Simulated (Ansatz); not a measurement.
Run report: BN, single-point calculation (part 1 of 2)

The run: single-point calculation of BN (slab, 36 atoms in the cell). Method and program: DFT PBE+D3(BJ), scalar-relativistic, plane waves, PAW, no spin polarisation (Ansatz 0.2.0).

The structure derives from an entry of the Crystallography Open Database. It belongs to a series of runs on one base structure; here: the slab at its places in the relaxed adsorbed structure.

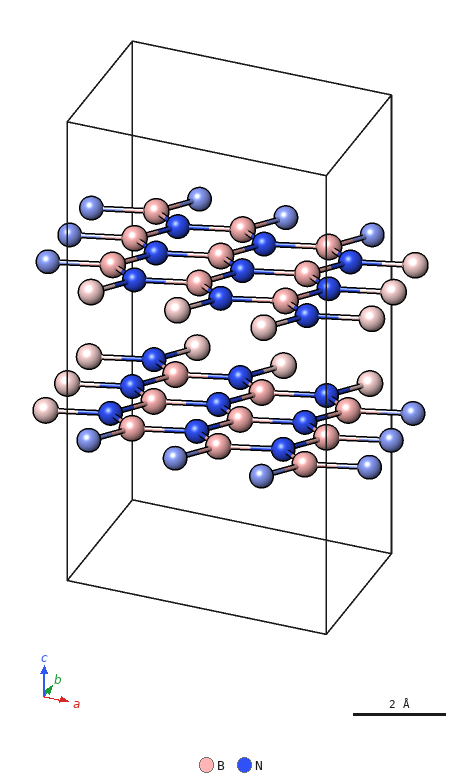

Fig. 1: The input geometry (ball-and-stick view of the cell of the calculation, with the vacuum cut short, seen slightly off an axis; neighbours outside the cell are drawn fainter). Near neighbours in the crystal (not all of them lie inside the picture): B has 3 N at 1.45 Å; N has 3 B at 1.45 Å.

### The input
```yaml
crystal:
  lattice:
    - [7.5193142762, 0.0, 0.0]
    - [-3.7596571381, 6.5119171822, 0.0]
    - [0.0, 0.0, 23.6927240696]
  atoms:
    - { symbol: B, position: [0.2222222222, 0.1111111111, 0.3376564036] }
    - { symbol: B, position: [0.2222222222, 0.4444444444, 0.3376564036] }
    - { symbol: B, position: [0.2222222222, 0.7777777778, 0.3376564036] }
    - { symbol: B, position: [0.5555555556, 0.1111111111, 0.3376564036] }
    - { symbol: B, position: [0.5555555556, 0.4444444444, 0.3376564036] }
    - { symbol: B, position: [0.5555555556, 0.7777777778, 0.3376564036] }
    - { symbol: B, position: [0.8888888889, 0.1111111111, 0.3376564036] }
    - { symbol: B, position: [0.8888888889, 0.4444444444, 0.3376564036] }
    - { symbol: B, position: [0.8888888889, 0.7777777778, 0.3376564036] }
    - { symbol: "N", position: [0.1111111111, 0.2222222222, 0.3376564036] }
    - { symbol: "N", position: [0.1111111111, 0.5555555556, 0.3376564036] }
    - { symbol: "N", position: [0.1111111111, 0.8888888889, 0.3376564036] }
    - { symbol: "N", position: [0.4444444444, 0.2222222222, 0.3376564036] }
    - { symbol: "N", position: [0.4444444444, 0.5555555556, 0.3376564036] }
    - { symbol: "N", position: [0.4444444444, 0.8888888889, 0.3376564036] }
    - { symbol: "N", position: [0.7777777778, 0.2222222222, 0.3376564036] }
    - { symbol: "N", position: [0.7777777778, 0.5555555556, 0.3376564036] }
    - { symbol: "N", position: [0.7777777778, 0.8888888889, 0.3376564036] }
    - { symbol: B, position: [0.1184922508, 0.2279813153, 0.4790983162] }
    - { symbol: B, position: [0.1184919553, 0.5612697738, 0.4788198265] }
    - { symbol: B, position: [0.1184461671, 0.8947598219, 0.4788129779] }
    - { symbol: B, position: [0.4518764477, 0.2279833245, 0.4789580325] }
    - { symbol: B, position: [0.4518258071, 0.5613862421, 0.4790711113] }
    - { symbol: B, position: [0.4519943828, 0.8948205364, 0.4786062111] }
    - { symbol: B, position: [0.7851248111, 0.2279898665, 0.4789917552] }
    - { symbol: B, position: [0.7851467299, 0.5613250189, 0.4791590213] }
    - { symbol: B, position: [0.7851454637, 0.8946719625, 0.479105784] }
    - { symbol: "N", position: [0.2296476435, 0.1168700051, 0.4790902942] }
    - { symbol: "N", position: [0.2296019605, 0.4502508303, 0.4790209709] }
    - { symbol: "N", position: [0.2296772732, 0.7836205448, 0.47860346] }
    - { symbol: "N", position: [0.5629942104, 0.1169447786, 0.478622116] }
    - { symbol: "N", position: [0.5629353737, 0.4502366742, 0.4793241489] }
    - { symbol: "N", position: [0.5628930165, 0.7835766855, 0.4790287224] }
    - { symbol: "N", position: [0.8962836505, 0.1169030768, 0.4792469836] }
    - { symbol: "N", position: [0.8963507977, 0.4503057361, 0.4791737897] }
    - { symbol: "N", position: [0.8962936173, 0.783573521, 0.4791291136] }
basis:
  ecutwfc: 420
kpoints:
  mp_grid: { grid: [3, 3, 1] }
hamiltonian:
  xc: pbe
  dispersion: d3bj
scf:
  occupations: { method: gaussian, width: 0.05 }
output:
  forces: true
  eigenvalues: true
  write_density: true
  volumetric_format: npy
efield:
  axis: 3
  dipole_correction: true
  ramp_width: 0.04
```

Machine: 4 threads of Arm Neoverse V2, 24 GiB of memory available, shared host.

Command:
```bash
ansatz run input.yaml --threads 4 --pin off --max-ram 10240MiB --backend cpu --events-out ev --progress --plain --runs-dir out
```

### Log
```
Engine: ansatz 0.2.0, aarch64-unknown-linux-gnu
Pseudopotentials: kind: paw
Pseudopotential: B, paw, valence charge 3, recommended cutoff 420 eV (normal), B.paw.azcp
Pseudopotential: N, paw, valence charge 5, recommended cutoff 420 eV (normal), N.paw.azcp
Functional definition: PBE
  parameter kappa = 0.804
  parameter beta = 0.06672455060314922
  exchange = pbe_x(kappa = kappa, mu = beta*pi^2/3)
  correlation = pbe_c(beta = beta)
Crystal: 36 atoms, lattice volume = 1160.118 Å³
Basis set: ecut = 420 eV, 22783 PW (Γ), exchange–correlation on 108×108×320 points (8 copies of the dense FFT grid, shifted against one another)
Bands: 108, of which v1, the nominal top of the filled ones, is band 72 counted from 1 (71 counted from 0)
Symmetry: 1 space group operations
Space group: P1 (ITA 1), of the structure as read, at distance tolerance 1.1e-4 Å
k-points: 5 of 9 (time reversal used)
Non-local potential: B, projectors of the file, l = 0: 2, l = 1: 2, l = 2: 1
Non-local potential: N, projectors of the file, l = 0: 2, l = 1: 2, l = 2: 1
PAW form: soft (Blöchl's): semilocal exchange-correlation on the pseudo side does not see the compensation charge
PAW one-centre angular grid: B, 110 points (default); XC on 64 Gauss nodes
PAW one-centre angular grid: N, 110 points (default); XC on 64 Gauss nodes
Initial density: superposition of atomic densities (neutral atoms: chi_scale 0, normalization atom), corrected by the library's trained network
Initial wavefunctions: pseudopotential atomic-orbital guess
Functional: x = pbe(κ = 0.804, μ = 0.2195149727645171), c = pbe(β = 0.06672455060314922)
SCF iter   1: F=—  HF=-9767.300263 eV  |F-HF|=—  |Δ(HF+E_count)|=         —  Δρ=1.46e-3  dr2=1.65e-2  ethr=1.77e-3  p=-0.002 e·Å  D=-3.59e-4 V/Å  ΔV_dip=0.01 eV  dr2_dipole=7.13e-7  V_vac-E_F(+/−)=3.33/3.33 eV  ⟨swp⟩=14.2  Hψ=4218  notcnv=0  defer=62
efield: sawtooth ramp at fractional position 0.8885 (placed from the atoms, in the widest stretch of the axis that holds none; the zero of the levels goes with the place), width 0.0400; the density the first Hamiltonian is built on has a dipole p = -0.002 e·Å; the dipole correction subtracts the counter field D = -3.59e-4 V/Å, which shifts the + side's vacuum level by +0.01 eV against the − side's; the planar-averaged density in the ramp window peaks in size at 4.4e-6 e/Å³
preconditioner: auto → Resta (q_TF=auto, 1.927 Å⁻¹)  ε∞=1.8  [insulator: Δε(μ)=4.530 eV  Ē_g=14.217 eV  σ=0.050 eV  W_gap=1.00  n_scr=134 (ndim 8)  ℏωp=13.1 eV  f_vac=0.698  D(μ)=0.00/eV (n_scr^D=0)  ε∞_Penn≈1.8  vacuum switching on, ρ_ref=1.5e-2 e/Å³]
SCF iter   2: F=—  HF=-9767.304960 eV  |F-HF|=—  |Δ(HF+E_count)|=   4.70e-3  Δρ=7.22e-4  dr2=2.47e-3  ethr=1.14e-5  p=-0.003 e·Å  D=-4.86e-4 V/Å  ΔV_dip=0.01 eV  dr2_dipole=1.08e-7  V_vac-E_F(+/−)=3.47/3.46 eV  ⟨swp⟩=2.6  Hψ=995  notcnv=0  defer=107
SCF iter   3: F=—  HF=-9767.308524 eV  |F-HF|=—  |Δ(HF+E_count)|=   3.56e-3  Δρ=1.46e-4  dr2=8.42e-5  ethr=1.72e-6  p=-0.004 e·Å  D=-5.70e-4 V/Å  ΔV_dip=0.01 eV  dr2_dipole=1.97e-9  V_vac-E_F(+/−)=3.56/3.55 eV  ⟨swp⟩=2.4  Hψ=662  notcnv=0  defer=107
SCF iter   4: F=—  HF=-9767.308549 eV  |F-HF|=—  |Δ(HF+E_count)|=   2.51e-5  Δρ=2.92e-5  dr2=6.88e-6  ethr=5.84e-8  p=-0.004 e·Å  D=-5.83e-4 V/Å  ΔV_dip=0.01 eV  dr2_dipole=1.31e-11  V_vac-E_F(+/−)=3.58/3.57 eV  ⟨swp⟩=2.0  Hψ=854  notcnv=0  defer=137
SCF iter   5: F=—  HF=-9767.308557 eV  |F-HF|=—  |Δ(HF+E_count)|=   7.14e-6  Δρ=1.25e-5  dr2=1.34e-6  ethr=4.78e-9  p=-0.004 e·Å  D=-5.85e-4 V/Å  ΔV_dip=0.01 eV  dr2_dipole=4.22e-11  V_vac-E_F(+/−)=3.58/3.57 eV  ⟨swp⟩=2.0  Hψ=751  notcnv=0  defer=137
SCF iter   6: F=—  HF=-9767.308558 eV  |F-HF|=—  |Δ(HF+E_count)|=   1.37e-6  Δρ=3.93e-6  dr2=1.07e-7  ethr=9.27e-10  p=-0.004 e·Å  D=-5.86e-4 V/Å  ΔV_dip=0.01 eV  dr2_dipole=1.76e-12  V_vac-E_F(+/−)=3.58/3.57 eV  ⟨swp⟩=2.4  Hψ=730  notcnv=0  defer=137
SCF iter   7: F=-9767.308558 eV  HF=-9767.308558 eV  |F-HF|=8.46e-9  |Δ(HF+E_count)|=   1.90e-7  Δρ=1.13e-6  dr2=1.05e-8  ethr=6.94e-11  p=-0.004 e·Å  D=-5.86e-4 V/Å  ΔV_dip=0.01 eV  dr2_dipole=3.56e-13  V_vac-E_F(+/−)=3.58/3.57 eV  ⟨swp⟩=20.8  Hψ=3960  notcnv=0
SCF 1 converged in 7 iterations: F = -9767.308558 eV  dr2 = 1.05e-8
  greatest PAW one-centre occupation: 0.797 electrons in one spin orbital (limit 2), on the N atom at site 30 (counted from 0), in its partial waves of l = 0
```

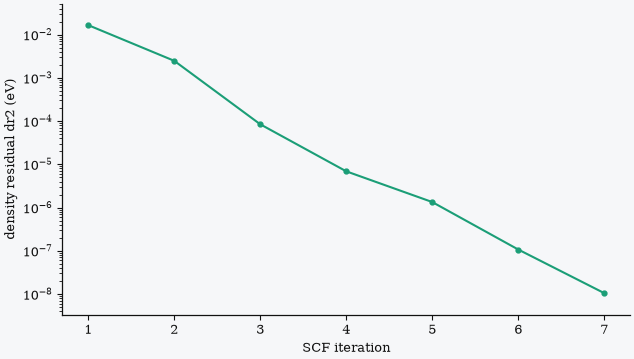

Fig. 2: Convergence of the self-consistent field: density residual dr2 against the SCF iteration. The residual falls at every step.

```
SCF converged after 7 iterations
Free energy (F): -9767.308558 eV
Harris-Foulkes:  -9767.308558 eV  (|F-HF|=8.46e-9)
Internal energy: -9767.308558 eV  (E = F + TS)
E sigma→0 (E₀):  -9767.308558 eV
Fermi energy:    -0.610555 eV
Dipole field:    D = -0.000585 V/Å  (p = -0.003752 e·Å, saw-weighted, corrected)
Work function:   Φ+ = 3.5838 eV   Φ− = 3.5700 eV
Levels:          The Fermi level and band energies are counted from a zero that moves with the ramp; work functions are not
--- Per-component energies (eV) ---
  E_band       = -1439.505812
  E_kinetic    = 3297.491390
  E_local      = -90743.844513  (includes V_loc(G=0)·N_el)
  E_nonlocal   = 1040.218071
  E_hartree    = 43717.316117
  E_xc         = -1658.348583
  E_vxc        = -2057.172301  (∫ρ·V_xc dr)
  E_paw        = -3722.425762  (= ΣΔE_a)
  E_vpaw       = -410.829772  (= ΣTr[D̂ρ^β])
  E_aug_tail   = 0.001808  (compensation charges beyond the density's cutoff)
  E_efield     = 0.000001  (sawtooth field / dipole correction)
  E_vefield    = -0.000320  (∫n·V_field dr)
  E_ewald      = 38306.085360
  E_disp       = -3.802447  (pairwise vdW)
  E_smearing   = -0.000000  (= −TS)
  E_closure    = -0.000000  (closes the sum)
  Σ components = -9767.308558   (vs F -9767.308558, Δ=0.00e0)
--- Forces (eV/Å), atoms counted from 1 ---
  atom   1  B      0.00052440     0.00036975     0.02067094
  atom   2  B      0.00025287     0.00051978     0.02138024
  atom   3  B      0.00032694     0.00038034     0.02285996
  atom   4  B      0.00028543     0.00044053     0.02218180
  atom   5  B      0.00031432     0.00026821     0.02054643
  atom   6  B      0.00010722     0.00034837     0.02083072
  atom   7  B     -0.00009743     0.00043012     0.02035990
  atom   8  B      0.00016449     0.00019265     0.02077269
  atom   9  B      0.00028717     0.00022672     0.02131546
  atom  10  N      0.00110656     0.00100948    -0.02235803
  atom  11  N      0.00116279     0.00053998    -0.02377398
  atom  12  N      0.00056666     0.00153041    -0.02373089
  atom  13  N      0.00073791     0.00161630    -0.02319626
  atom  14  N      0.00151914     0.00104025    -0.02251107
  atom  15  N      0.00188520     0.00115393    -0.02489822
  atom  16  N      0.00198463     0.00141230    -0.02336922
  atom  17  N      0.00101816     0.00105815    -0.02202737
  atom  18  N      0.00135637     0.00140614    -0.02243510
  atom  19  B      0.00746159     0.01052579     0.00159200
  atom  20  B     -0.00419264     0.04953893     0.01703144
  atom  21  B      0.04865900    -0.03448128     0.01603587
  atom  22  B     -0.01749355     0.01281901    -0.00839168
  atom  23  B      0.00058430    -0.01131136    -0.00153356
  atom  24  B     -0.04221643    -0.03867402     0.01613325
  atom  25  B      0.02134814     0.02700914    -0.00848161
  atom  26  B      0.00761338     0.01040390    -0.00777887
  atom  27  B      0.00293415    -0.00437809    -0.00521792
  atom  28  N     -0.01792151     0.02307364    -0.00927769
  atom  29  N      0.01436981    -0.02141626     0.00159053
  atom  30  N     -0.01168990    -0.00238335     0.01068096
  atom  31  N      0.00135302     0.00481693     0.03479041
  atom  32  N     -0.00194233    -0.00386410    -0.01104927
  atom  33  N      0.02666467     0.00713516    -0.00476529
  atom  34  N     -0.00688700    -0.00496085    -0.01141012
  atom  35  N     -0.01881916    -0.03484533    -0.01151113
  atom  36  N     -0.02332783    -0.00295153    -0.00106421
  max |Σ_I F_I| component: 8.89e-6 eV/Å
--- Band table (eV; the first three rows and the last of 5) ---
```
